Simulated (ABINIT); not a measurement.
**Run report: P, geometry relaxation (part 4 of 4)**

The same run, continued: P (R-3m, 2 atoms in the cell); Kohn-Sham DFT of a periodic cell, PBEsol, PseudoDojo NC SR PBEsol v0.4.1 standard, no spin polarisation (ABINIT 10.8.3); cutoff 598.65 eV, 7×7×7 k-mesh, fermi-dirac of 0.05 eV. The structure derives from a Materials Project entry.

Geometry of the input (Å; fractional positions):
```
1.7257  0.9963  3.1297
-1.7257  0.9963  3.1297
0.0000  -1.9927  3.1297
P  0.7729  0.7729  0.7729
P  0.2271  0.2271  0.2271
```

### The program's output, continued
```
--- !ResultsGS
iteration_state: {dtset: 1, itime: 10, icycle: 1, }
comment   : Summary of ground state results
lattice_vectors:
- [  3.2498086,   1.8762779,   5.6181803, ]
- [ -3.2498086,   1.8762779,   5.6181803, ]
- [  0.0000000,  -3.7525558,   5.6181803, ]
lattice_lengths: [   6.75615,    6.75615,    6.75615, ]
lattice_angles: [ 57.503,  57.503,  57.503, ] # degrees, (23, 13, 12)
lattice_volume:   2.0554261E+02
convergence: {deltae: -3.197E-14, res2:  4.284E-14, residm:  3.702E-10, diffor: null, }
etotal    :  -1.38454130E+01
entropy   :   0.00000000E+00
fermie    :   3.28578790E-01
cartesian_stress_tensor: # hartree/bohr^3
- [ -1.64836716E-07,   0.00000000E+00,   0.00000000E+00, ]
- [  0.00000000E+00,  -1.64836759E-07,  -1.98950521E-13, ]
- [  0.00000000E+00,  -1.98950521E-13,  -2.95498147E-07, ]
pressure_GPa:   6.1311E-03
xred      :
- [  7.6788E-01,   7.6788E-01,   7.6788E-01,  P]
- [  2.3212E-01,   2.3212E-01,   2.3212E-01,  P]
cartesian_forces: # hartree/bohr
- [ -2.19734416E-22,   6.94298744E-17,  -4.64929146E-06, ]
- [  2.19734416E-22,  -6.94298744E-17,   4.64929146E-06, ]
force_length_stats: {min:   4.64929146E-06, max:   4.64929146E-06, mean:   4.64929146E-06, }
...

 Integrated electronic density in atomic spheres:
 ------------------------------------------------
 Atom  Sphere_radius  Integrated_density
    1        2.00000          2.74434014
    2        2.00000          2.74434014

---OUTPUT-----------------------------------------------------------------------

 Cartesian coordinates (xcart) [bohr]
  1.99152172620969E-16  5.50608213586741E-10  1.29422019188935E+01
  3.62871674464364E-16  1.66445953875945E-10  3.91233884678457E+00
 Reduced coordinates (xred)
  7.67876271375397E-01  7.67876271375397E-01  7.67876271375397E-01
  2.32123728624603E-01  2.32123728624603E-01  2.32123728624603E-01
 Cartesian forces (fcart) [Ha/bohr]; max,rms= 4.64929E-06 2.68427E-06 (free atoms)
 -2.19734415514328E-22  6.94298744218483E-17 -4.64929145721017E-06
  2.19734415514328E-22 -6.94298744218483E-17  4.64929145721017E-06
 Gradient of E wrt nuclear positions in reduced coordinates (gred)
  2.61205574656893E-05  2.61205574656892E-05  2.61205574656892E-05
 -2.61205574656893E-05 -2.61205574656892E-05 -2.61205574656892E-05
 Scale of Primitive Cell (acell) [bohr]
  6.75615453850457E+00  6.75615453850457E+00  6.75615453824513E+00
 Real space primitive translations (rprimd) [bohr]
  3.24980862129094E+00  1.87627788256762E+00  5.61818025525406E+00
 -3.24980862129094E+00  1.87627788256762E+00  5.61818025525406E+00
  0.00000000000000E+00 -3.75255576441820E+00  5.61818025517000E+00
 Unitary Cell Volume (ucvol) [Bohr^3]=  2.05542609115584E+02
 Angles (23,13,12)= [degrees]
  5.75033694485158E+01  5.75033694485158E+01  5.75033694470193E+01
 Lengths [Bohr]
  6.75615453850457E+00  6.75615453850457E+00  6.75615453824513E+00
 Stress tensor in cartesian coordinates (strten) [Ha/bohr^3]
 -1.64836716018933E-07  0.00000000000000E+00  0.00000000000000E+00
  0.00000000000000E+00 -1.64836758505347E-07 -1.98950520940006E-13
  0.00000000000000E+00 -1.98950520940006E-13 -2.95498146510569E-07
 Total energy (etotal) [Ha]= -1.38454129767108E+01

 Difference of energy with previous step (new-old):
           Absolute (Ha)=-2.29647E-07
           Relative     =-1.65865E-08

--- Iteration: (11/50) Internal Cycle: (1/1)
--------------------------------------------------------------------------------

---SELF-CONSISTENT-FIELD CONVERGENCE--------------------------------------------

--- !BeginCycle
iteration_state: {dtset: 1, itime: 11, icycle: 1, }
solver: {iscf: 7, nstep: 80, nline: 4, wfoptalg: 0, }
tolerances: {tolvrs: 1.00E-12, }
...

     iter   Etot(hartree)      deltaE(h)  residm     vres2
 ETOT  1  -13.845412970722    -1.385E+01 1.366E-09 5.235E-05
 ETOT  2  -13.845412980369    -9.647E-09 6.744E-11 1.318E-06
 ETOT  3  -13.845412980642    -2.732E-10 1.651E-11 4.382E-08
 ETOT  4  -13.845412980648    -5.747E-12 2.112E-11 4.526E-10
 ETOT  5  -13.845412980648    -1.936E-13 1.680E-12 2.944E-12
 ETOT  6  -13.845412980648     3.197E-14 2.444E-12 3.671E-14

 At SCF step    6       vres2   =  3.67E-14 < tolvrs=  1.00E-12 =>converged.

 Cartesian components of stress tensor (hartree/bohr^3)
  sigma(1 1)= -2.93802272E-08  sigma(3 2)= -1.98893518E-13
  sigma(2 2)= -2.93802696E-08  sigma(3 1)=  0.00000000E+00
  sigma(3 3)= -3.88847055E-08  sigma(2 1)=  0.00000000E+00

--- !ResultsGS
iteration_state: {dtset: 1, itime: 11, icycle: 1, }
comment   : Summary of ground state results
lattice_vectors:
- [  3.2497909,   1.8762676,   5.6191976, ]
- [ -3.2497909,   1.8762676,   5.6191976, ]
- [  0.0000000,  -3.7525353,   5.6191976, ]
lattice_lengths: [   6.75699,    6.75699,    6.75699, ]
lattice_angles: [ 57.495,  57.495,  57.495, ] # degrees, (23, 13, 12)
lattice_volume:   2.0557759E+02
convergence: {deltae:  3.197E-14, res2:  3.671E-14, residm:  2.444E-12, diffor: null, }
etotal    :  -1.38454130E+01
entropy   :   0.00000000E+00
fermie    :   3.28536993E-01
cartesian_stress_tensor: # hartree/bohr^3
- [ -2.93802272E-08,   0.00000000E+00,   0.00000000E+00, ]
- [  0.00000000E+00,  -2.93802696E-08,  -1.98893518E-13, ]
- [  0.00000000E+00,  -1.98893518E-13,  -3.88847055E-08, ]
pressure_GPa:   9.5761E-04
xred      :
- [  7.6789E-01,   7.6789E-01,   7.6789E-01,  P]
- [  2.3211E-01,   2.3211E-01,   2.3211E-01,  P]
cartesian_forces: # hartree/bohr
- [ -2.00156560E-22,   3.98251538E-17,  -2.66678298E-06, ]
- [  2.00156560E-22,  -3.98251538E-17,   2.66678298E-06, ]
force_length_stats: {min:   2.66678298E-06, max:   2.66678298E-06, mean:   2.66678298E-06, }
...

 Integrated electronic density in atomic spheres:
 ------------------------------------------------
 Atom  Sphere_radius  Integrated_density
    1        2.00000          2.74460310
    2        2.00000          2.74460310

---OUTPUT-----------------------------------------------------------------------

 Cartesian coordinates (xcart) [bohr]
  2.15983708808149E-16  5.50720585951699E-10  1.29448243040026E+01
  3.25215190742702E-16  1.66464483662746E-10  3.91276857169301E+00
 Reduced coordinates (xred)
  7.67892806491119E-01  7.67892806491119E-01  7.67892806491119E-01
  2.32107193508881E-01  2.32107193508881E-01  2.32107193508881E-01
 Cartesian forces (fcart) [Ha/bohr]; max,rms= 2.66678E-06 1.53967E-06 (free atoms)
 -2.00156560269827E-22  3.98251538149105E-17 -2.66678297865432E-06
  2.00156560269827E-22 -3.98251538149105E-17  2.66678297865432E-06
 Gradient of E wrt nuclear positions in reduced coordinates (gred)
  1.49851805806631E-05  1.49851805806631E-05  1.49851805806631E-05
 -1.49851805806631E-05 -1.49851805806631E-05 -1.49851805806631E-05
 Scale of Primitive Cell (acell) [bohr]
  6.75698919624228E+00  6.75698919624228E+00  6.75698919598282E+00
 Real space primitive translations (rprimd) [bohr]
  3.24979088313405E+00  1.87626764143801E+00  5.61919762525988E+00
 -3.24979088313405E+00  1.87626764143801E+00  5.61919762525988E+00
  0.00000000000000E+00 -3.75253528215884E+00  5.61919762517582E+00
 Unitary Cell Volume (ucvol) [Bohr^3]=  2.05577585674022E+02
 Angles (23,13,12)= [degrees]
  5.74952602784653E+01  5.74952602784653E+01  5.74952602769691E+01
 Lengths [Bohr]
  6.75698919624228E+00  6.75698919624228E+00  6.75698919598282E+00
 Stress tensor in cartesian coordinates (strten) [Ha/bohr^3]
 -2.93802271608690E-08  0.00000000000000E+00  0.00000000000000E+00
  0.00000000000000E+00 -2.93802696334049E-08 -1.98893517765523E-13
  0.00000000000000E+00 -1.98893517765523E-13 -3.88847054889375E-08
 Total energy (etotal) [Ha]= -1.38454129806479E+01

 Difference of energy with previous step (new-old):
           Absolute (Ha)=-3.93720E-09
           Relative     =-2.84368E-10

 At Broyd/MD step  11, gradients are converged :
  max grad (force/stress) = 3.8885E-06 < tolmxf= 2.0000E-05 ha/bohr (free atoms)

================================================================================

 ----iterations are completed or convergence reached----

 Mean square residual over all n,k,spin=   86.422E-16; max=  24.442E-13
 reduced coordinates (array xred) for    2 atoms
       0.767892806491      0.767892806491      0.767892806491
       0.232107193509      0.232107193509      0.232107193509
 rms dE/dt=  1.4985E-05; max dE/dt=  1.4985E-05; dE/dt below (all hartree)
    1       0.000014985181      0.000014985181      0.000014985181
    2      -0.000014985181     -0.000014985181     -0.000014985181

 cartesian coordinates (angstrom) at end:
    1      0.00000000000000     0.00000000029143     6.85010601617426
    2      0.00000000000000     0.00000000008809     2.07054795827274

 cartesian forces (hartree/bohr) at end:
    1     -0.00000000000000     0.00000000000000    -0.00000266678298
    2      0.00000000000000    -0.00000000000000     0.00000266678298
 frms,max,avg= 1.5396679E-06 2.6667830E-06   0.000E+00  0.000E+00  0.000E+00 h/b

 cartesian forces (eV/Angstrom) at end:
    1     -0.00000000000000     0.00000000000000    -0.00013713149437
    2      0.00000000000000    -0.00000000000000     0.00013713149437
 frms,max,avg= 7.9172905E-05 1.3713149E-04   0.000E+00  0.000E+00  0.000E+00 e/A
 length scales=  6.756989196242  6.756989196242  6.756989195983 bohr
              =  3.575644694543  3.575644694543  3.575644694406 angstroms
 Fermi (or HOMO) energy (hartree) =   0.32854   Average Vxc (hartree)=  -0.40695
 Eigenvalues (hartree) for nkpt=  44  k points:
 kpt#   1, nband=  9, wtk=  0.00292, kpt=  0.0000  0.0000  0.0000 (reduced coord)
  -0.29036    0.22050    0.22506    0.22506    0.22619    0.39857    0.44092    0.44092
   0.52676
      occupation numbers for kpt#   1
   2.00000    2.00000    2.00000    2.00000    2.00000    0.00000    0.00000    0.00000
   0.00000
 prteigrs : prtvol=0 or 1, do not print more k-points.

--- !EnergyTerms
iteration_state     : {dtset: 1, itime: 11, icycle: 1, }
comment             : Components of total free energy in Hartree
kinetic             :  5.10430992629675E+00
hartree             :  5.14458382764345E-01
xc                  : -4.12620817401811E+00
Ewald energy        : -1.50427552595580E+01
psp_core            :  7.11381945325455E-01
local_psp           : -3.08585301200925E+00
non_local_psp       :  2.07942195242450E+00
internal            : -1.38452442387743E+01
'-kT*entropy'       : -1.68741873606370E-04
total_energy        : -1.38454129806479E+01
total_energy_eV     : -3.76752880351530E+02
band_energy         :  6.05990758915448E-01
...

 rms coord change=  5.0269E-03   atom, delta coord (reduced):
     1       -0.005026943509     -0.005026943509     -0.005026943509
     2        0.005026943509      0.005026943509      0.005026943509

 Cartesian components of stress tensor (hartree/bohr^3)
  sigma(1 1)= -2.93802272E-08  sigma(3 2)= -1.98893518E-13
  sigma(2 2)= -2.93802696E-08  sigma(3 1)=  0.00000000E+00
  sigma(3 3)= -3.88847055E-08  sigma(2 1)=  0.00000000E+00

-Cartesian components of stress tensor (GPa)         [Pressure=  9.5761E-04 GPa]
- sigma(1 1)= -8.64396126E-04  sigma(3 2)= -5.85164932E-09
- sigma(2 2)= -8.64397376E-04  sigma(3 1)=  0.00000000E+00
- sigma(3 3)= -1.14402753E-03  sigma(2 1)=  0.00000000E+00

== END DATASET(S) ==============================================================
================================================================================

 -outvars: echo values of variables after computation  --------
            acell      6.7569891962E+00  6.7569891962E+00  6.7569891960E+00 Bohr
           etotal     -1.3845412981E+01
            fcart     -2.0015656027E-22  3.9825153815E-17 -2.6667829787E-06
                       2.0015656027E-22 -3.9825153815E-17  2.6667829787E-06
            rprim      4.8095250544E-01  2.7767805852E-01  8.3161264020E-01
                      -4.8095250544E-01  2.7767805852E-01  8.3161264020E-01
                       0.0000000000E+00 -5.5535611695E-01  8.3161264022E-01
           strten     -2.9380227161E-08 -2.9380269633E-08 -3.8884705489E-08
                      -1.9889351777E-13  0.0000000000E+00  0.0000000000E+00
           xangst      1.1429365655E-16  2.9142878346E-10  6.8501060162E+00
                       1.7209646746E-16  8.8089211119E-11  2.0705479583E+00
             xred      7.6789280649E-01  7.6789280649E-01  7.6789280649E-01
                       2.3210719351E-01  2.3210719351E-01  2.3210719351E-01
 Calculation completed.
```

### Trajectory as extended XYZ (Å, eV, eV/Å), 11 frames, from step=0 to step=10
```
2
Lattice="1.7257 0.9963 3.1297 -1.7257 0.9963 3.1297 0.0000 -1.9927 3.1297" Properties=species:S:1:pos:R:3:forces:R:3 step=0 energy=-376.72680
P     0.0000    0.0000    7.2570    0.0000   0.0000  -0.2331
P     0.0000    0.0000    2.1321    0.0000   0.0000   0.2331
2
Lattice="1.7234 0.9950 3.1192 -1.7234 0.9950 3.1192 0.0000 -1.9900 3.1192" Properties=species:S:1:pos:R:3:forces:R:3 step=1 energy=-376.73066
P     0.0000    0.0000    7.2302    0.0000   0.0000  -0.2364
P     0.0000    0.0000    2.1273    0.0000   0.0000   0.2364
2
Lattice="1.7027 0.9830 3.0081 -1.7027 0.9830 3.0081 0.0000 -1.9661 3.0081" Properties=species:S:1:pos:R:3:forces:R:3 step=2 energy=-376.74698
P     0.0000    0.0000    6.9456    0.0000   0.0000  -0.1436
P     0.0000    0.0000    2.0787    0.0000   0.0000   0.1436
2
Lattice="1.7086 0.9865 3.0228 -1.7086 0.9865 3.0228 0.0000 -1.9729 3.0228" Properties=species:S:1:pos:R:3:forces:R:3 step=3 energy=-376.74948
P     0.0000    0.0000    6.9818    0.0000   0.0000  -0.1248
P     0.0000    0.0000    2.0865    0.0000   0.0000   0.1248
2
Lattice="1.7144 0.9898 3.0212 -1.7144 0.9898 3.0212 0.0000 -1.9796 3.0212" Properties=species:S:1:pos:R:3:forces:R:3 step=4 energy=-376.75143
P     0.0000    0.0000    6.9753    0.0000   0.0000  -0.0672
P     0.0000    0.0000    2.0882    0.0000   0.0000   0.0672
2
Lattice="1.7179 0.9918 3.0075 -1.7179 0.9918 3.0075 0.0000 -1.9836 3.0075" Properties=species:S:1:pos:R:3:forces:R:3 step=5 energy=-376.75245
P     0.0000    0.0000    6.9384    0.0000   0.0000  -0.0146
P     0.0000    0.0000    2.0841    0.0000   0.0000   0.0146
2
Lattice="1.7186 0.9922 2.9959 -1.7186 0.9922 2.9959 0.0000 -1.9844 2.9959" Properties=species:S:1:pos:R:3:forces:R:3 step=6 energy=-376.75273
P     0.0000    0.0000    6.9082    0.0000   0.0000  -0.0027
P     0.0000    0.0000    2.0796    0.0000   0.0000   0.0027
2
Lattice="1.7189 0.9924 2.9862 -1.7189 0.9924 2.9862 0.0000 -1.9848 2.9862" Properties=species:S:1:pos:R:3:forces:R:3 step=7 energy=-376.75283
P     0.0000    0.0000    6.8830    0.0000   0.0000  -0.0020
P     0.0000    0.0000    2.0756    0.0000   0.0000   0.0020
2
Lattice="1.7193 0.9927 2.9779 -1.7193 0.9927 2.9779 0.0000 -1.9853 2.9779" Properties=species:S:1:pos:R:3:forces:R:3 step=8 energy=-376.75287
P     0.0000    0.0000    6.8614    0.0000   0.0000  -0.0017
P     0.0000    0.0000    2.0722    0.0000   0.0000   0.0017
2
Lattice="1.7197 0.9929 2.9730 -1.7197 0.9929 2.9730 0.0000 -1.9858 2.9730" Properties=species:S:1:pos:R:3:forces:R:3 step=9 energy=-376.75288
P     0.0000    0.0000    6.8487    0.0000   0.0000  -0.0002
P     0.0000    0.0000    2.0703    0.0000   0.0000   0.0002
2
Lattice="1.7197 0.9929 2.9736 -1.7197 0.9929 2.9736 0.0000 -1.9858 2.9736" Properties=species:S:1:pos:R:3:forces:R:3 step=10 energy=-376.75288
P     0.0000    0.0000    6.8501    0.0000   0.0000  -0.0001
P     0.0000    0.0000    2.0705    0.0000   0.0000   0.0001
```

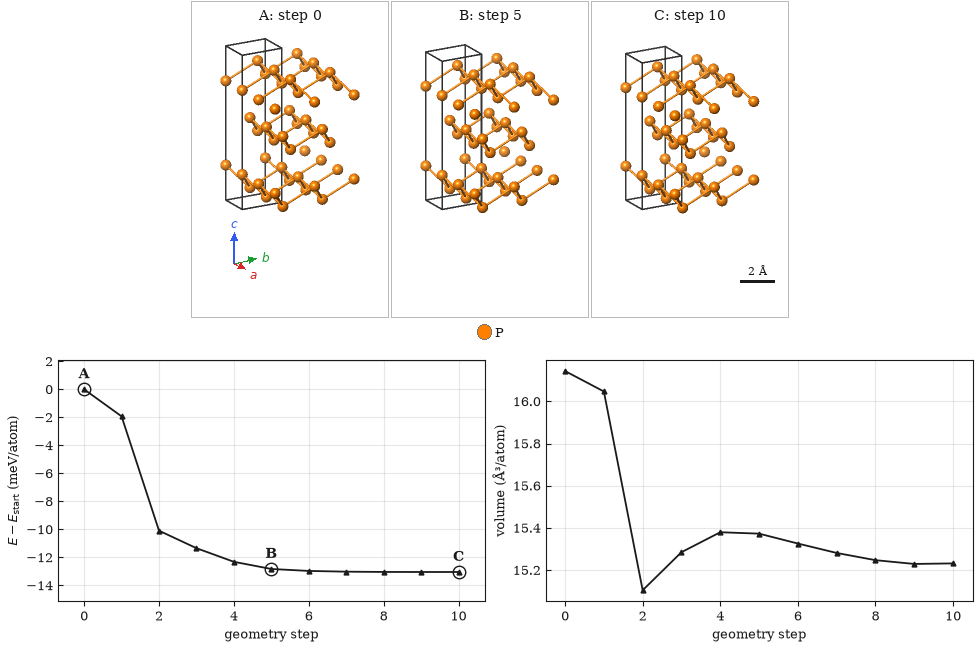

Figure 1. Frames of the relaxation (ball-and-stick view of the cell 3 times as large as that of the calculation, set on its symmetry axes, repeated 3 × 2 × 1, seen slightly off an axis) above the curves, on which the letters mark them (steps are counted from 0).

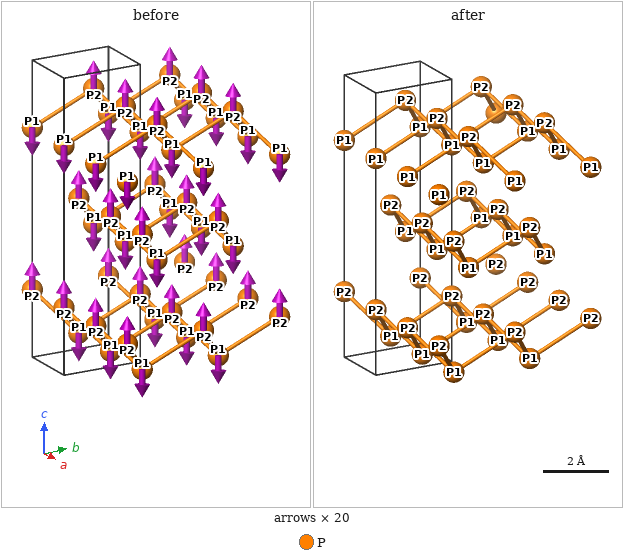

Figure 2. Before (left) and after (right) the relaxation, at one scale (ball-and-stick view of the cell 3 times as large as that of the calculation, set on its symmetry axes, repeated 3 × 2 × 1, seen slightly off an axis). The pink arrows give the displacements (without the part carried along by the change of the cell), magnified 20 times. Over 10 geometry steps the energy falls by 13.0 meV per atom. Largest force component: 0.23 eV/Å at the start, 0.00014 eV/Å at the end. The largest moves relative to the cell, 0.045 Å, are those of P1 and P2. Cell: a = b 3.451 → 3.439 Å (−0.3 %), c 9.389 → 8.921 Å (−5.0 %). Volume −5.6 %. Among the contacts that change: P1–P2 2.293 → 2.304 Å. The space group stays R-3m (No. 166). (Atoms are counted from 1 in the order of the input.)
